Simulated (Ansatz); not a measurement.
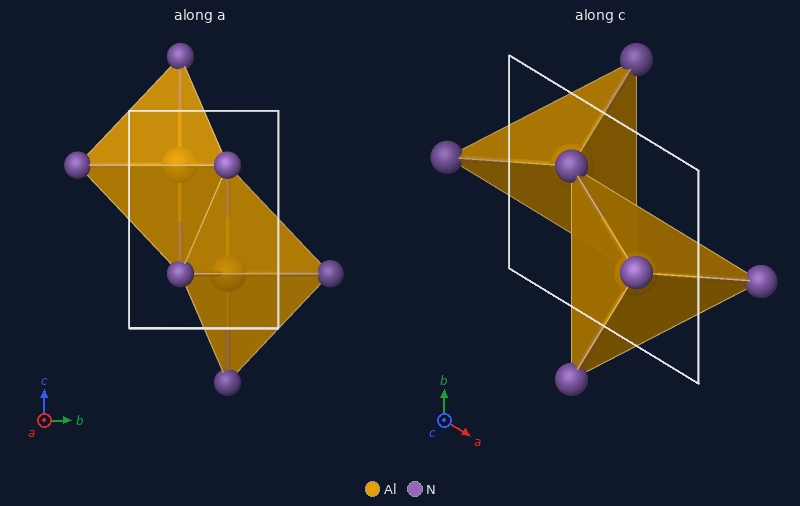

We look at a polyhedral model of the crystal along the a axis and along the c axis. The wireframe shows the simulation cell. Some neighbours outside the box are added.

Input for the calculation:
```yaml
crystal:
  lattice:
    - [3.4727673865, 0.0, 0.0]
    - [-1.7363836932, 2.851255952, 0.0]
    - [0.0, 0.0, 4.1369586244]
  atoms:
    - { symbol: Al, position: [0.3309420899, 0.6618841798, 0.25] }
    - { symbol: Al, position: [0.6690579101, 0.3381158202, 0.75] }
    - { symbol: "N", position: [0.6714503822, 0.3429007644, 0.25] }
    - { symbol: "N", position: [0.3285496178, 0.6570992356, 0.75] }
kpoints:
  mp_grid: { grid: [6, 6, 4] }
  band_path:
    path:
      - [0.0, 0.0, 0.0]
      - [0.5, 0.0, 0.0]
      - [0.3333333333, 0.3333333333, 0.0]
      - [0.0, 0.0, 0.5]
      - [0.5, 0.0, 0.5]
      - [0.3333333333, 0.3333333333, 0.5]
    npoints: 1
hamiltonian:
  xc: hse06
scf:
  occupations: { method: fixed }
  n_extra_bands: 5
output:
  forces: true
  stress: true
  eigenvalues: true
  write_density: true
  write_potential: true
  elf: true
  volumetric_format: npy
```
Run as:
```sh
ansatz run input.yaml --threads 4 --pin off --max-ram 3686MiB --backend cpu --events-out ev --progress --plain --runs-dir out
```

All computed values are from DFT, HSE06, plane waves, PAW (Ansatz 0.2.0). Settings: 420 eV cutoff, the zone sampled with 6×6×4 points, no spin polarisation.

Q: Is it conducting or gapped at this level?

A: An insulator at this level, with a gap of 4.39 eV, direct.

Q: State the hydrostatic pressure.

A: The computed pressure is -12.2 GPa (stretched: it would shrink). The stress isn't hydrostatic: its largest component is 18.6 GPa.

Provenance: a structure type filled with these elements by a generator (whether the compound takes this form wasn't checked). The cell was then strained or its atoms displaced on purpose. An electronic-structure calculation with Ansatz was run on it.

At this level of theory the cell isn't at rest (stretched, at -12 GPa), so its distances can differ from those at equilibrium, the more so the softer the solid.
